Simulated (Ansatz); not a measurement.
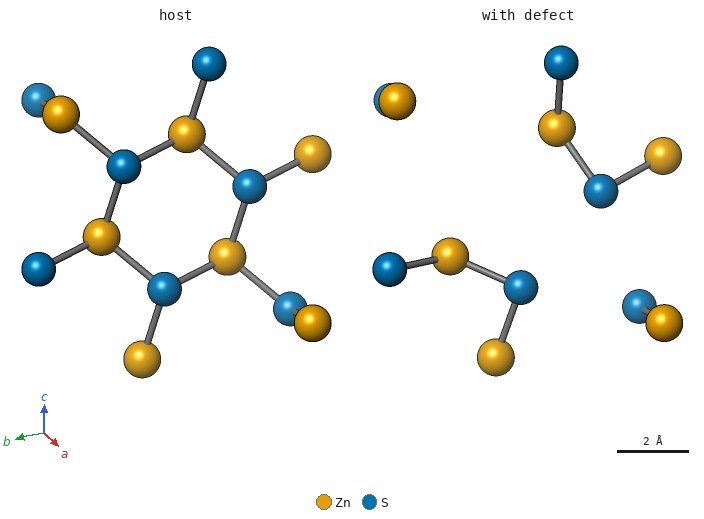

Left: perfect ZnS. Right: the same region with a pair of point defects, after relaxing the atoms in a supercell of 64 sites. Style: ball-and-stick. Shown: the atoms within 5.4 Å of one point, in a slice 4.2 Å thick across the line of sight, from a free direction.

The calculation used Ansatz 0.2.0, DFT, PBEsol, PAW, plane waves. Set-up: plane-wave cutoff 420 eV; k-point mesh 1 × 1 × 1; mesh shifted by (0.25, 0.25, 0.25); no spin polarisation. Fermi-Dirac smearing of 0.01 eV. The axes drawn are those of the host's conventional cell.

Which defect is it?

A zinc atom is taken out (a vacancy) and a sulfur atom is taken out (a vacancy), the two sites 4.4 Å apart.

The charge state of the cell is 0.

How does the lattice respond?

Around the empty Zn site the host had 4 S at 2.32 Å; after relaxation the nearest atoms are 4 S at 2.11 to 2.21 Å. Around the empty S site the host had 4 Zn at 2.32 Å; after relaxation the nearest atoms are 4 Zn at 2.90 to 2.92 Å. Of the host's atoms, a zinc atom moves furthest from its site, by 0.61 Å.
